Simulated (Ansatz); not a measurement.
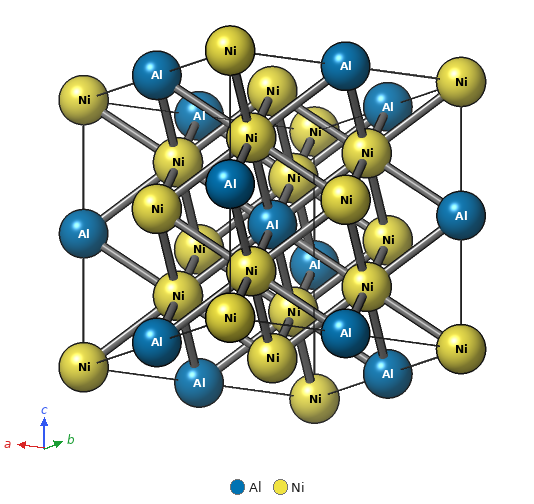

View from a general direction, drawn as a ball-and-stick model. The conventional unit cell is drawn as a box. Cell: a = 5.855 Å, b = 5.855 Å, c = 5.855 Å, α = 90.00°, β = 90.00°, γ = 90.00°.

Description:

- Chemical formula AlNi3.
- The structure has Fm-3m (No. 225) symmetry and a face-centred cubic lattice.
- It belongs to the family called D0₃ (BiF₃ or Fe₃Al type).
- The cell comprises 4 formula units: 4 Al, 12 Ni.
- Each Al atom is coordinated by eight Ni in a cubic arrangement at about 2.5 Å. Ni takes two kinds of site: 8c with four Al and four Ni in a cubic arrangement (about 2.5 Å to Al, 2.5 Å to Ni); 4a with eight Ni in a cubic arrangement at about 2.5 Å.
- The bonds build a three-dimensional framework.

The cell started as a structure listed in the Materials Project. The cell was then strained or its atoms displaced on purpose. A calculation with Ansatz used it as input.

At this level of theory the cell isn't at rest (stretched, at -14 GPa), so its distances can differ from those at equilibrium, the more so the softer the solid.
